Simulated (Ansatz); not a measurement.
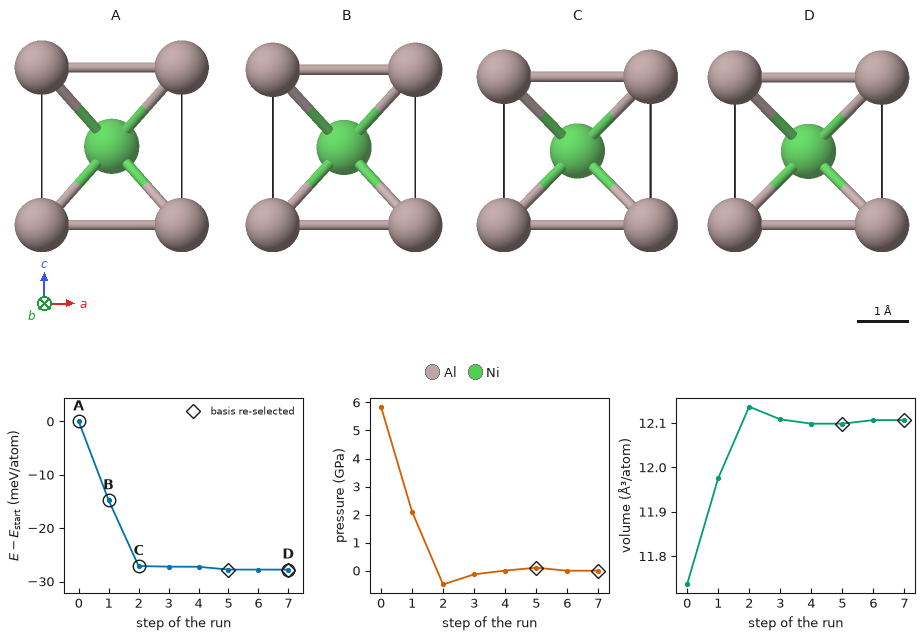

Frames of a relaxation of solid AlNi (set up in Cmmm), marked on the history of the run. The picture is a ball-and-stick view of the cell of the calculation, seen along the b axis.

Method: DFT PBE, scalar-relativistic, plane waves, PAW in Ansatz.

Input file:
```yaml
crystal:
  lattice:
    - [1.938694, -1.95319015, 0.0]
    - [1.938694, 1.95319015, 0.0]
    - [0.0, 0.0, 3.0994300413]
  atoms:
    - { symbol: Al, position: [0.0, 0.0, 0.0] }
    - { symbol: Ni, position: [0.5, 0.5, 0.5] }
basis:
  ecutwfc: 420
kpoints:
  mp_grid: { grid: [16, 16, 14] }
hamiltonian:
  xc: pbe
scf:
  occupations: { method: gaussian, width: 0.1 }
output:
  forces: true
  stress: true
  eigenvalues: true
  write_density: true
  write_potential: true
  elf: true
  volumetric_format: npy
relax:
  adjacent_minimum: "off"
  f_tol: 0.005
  max_steps: 80
  cell: { stress_tol: 0.05 }
```

Command:
```bash
ansatz run input.yaml --threads 1 --pin off --max-ram 2560MiB --backend cpu --events-out ev --progress --plain --runs-dir out
```

Describe the path.

The atoms keep their places relative to the cell (all moves are under 0.005 Å). The volume changes by +3.2 %, with a = b 2.752 → 2.889 Å (+5.0 %), c 3.099 → 2.901 Å (−6.4 %), γ 90.4° → 90.0°. Near-neighbour distances that change, for instance: Al1–Al1 2.752 → 2.889 Å, Ni2–Ni2 2.752 → 2.889 Å, Al1–Ni2 2.482 → 2.505 Å. The space group (tolerance 0.01 Å) goes from Cmmm (No. 65) to P4/mmm (No. 123). Over 5 accepted moves (7 points after the start) the energy falls by 27.8 meV per atom. All forces vanish by symmetry, so only the cell relaxes. Pressure: 5.85 GPa at the start and 0.00 GPa at the end. The SCF was repeated twice at an unchanged geometry on a basis and grid sized afresh for the cell, which shifted the energy by 0.5 meV per atom at most. The run took 2.7 min on 1 thread of Arm Neoverse N1 (shared host), peak memory 0.53 GiB. From step 0 to 1: volume +2.0 %, energy −14.8 meV per atom. From step 1 to 2: volume +1.4 %, energy −12.3 meV per atom. From step 2 to 7: volume −0.2 %, energy −0.7 meV per atom.

```json
{"step": "0", "E − E(0), meV/atom": "0.00", "pressure, GPa": "5.85", "volume, Å³/atom": "11.736", "note": ""}
{"step": "1", "E − E(0), meV/atom": "-14.79", "pressure, GPa": "2.11", "volume, Å³/atom": "11.975", "note": ""}
{"step": "2", "E − E(0), meV/atom": "-27.11", "pressure, GPa": "-0.49", "volume, Å³/atom": "12.137", "note": ""}
{"step": "3", "E − E(0), meV/atom": "-27.21", "pressure, GPa": "-0.13", "volume, Å³/atom": "12.108", "note": ""}
{"step": "4", "E − E(0), meV/atom": "-27.24", "pressure, GPa": "0.00", "volume, Å³/atom": "12.099", "note": ""}
{"step": "5", "E − E(0), meV/atom": "-27.76", "pressure, GPa": "0.10", "volume, Å³/atom": "12.099", "note": "same geometry, new basis"}
{"step": "6", "E − E(0), meV/atom": "-27.77", "pressure, GPa": "0.00", "volume, Å³/atom": "12.107", "note": ""}
{"step": "7", "E − E(0), meV/atom": "-27.77", "pressure, GPa": "0.00", "volume, Å³/atom": "12.107", "note": "same geometry, new basis"}
```
